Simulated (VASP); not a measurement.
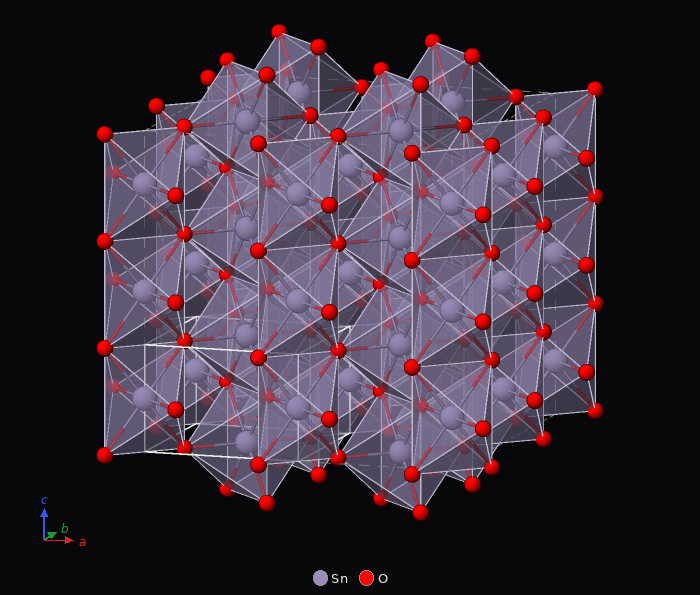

Polyhedra are drawn about Sn (bonds: O–Sn below 2.4 Å); other atoms are plain spheres.

The compound is SnO₂ (space group P4_2/mnm, No. 136), taken as coordinates from a relaxation with VASP Kohn-Sham DFT of a periodic cell, PBE, VASP PAW PBE potentials, recommended, release 54 in VASP.

What figure surrounds each Sn atom, and what does it share with the other drawn polyhedra?

Sn: SnO6 octahedron, sharing corners with eight neighbours and edges with two neighbours.

How do these polyhedra hang together as a whole?

They form a three-dimensional framework of corner- and edge-sharing octahedra.
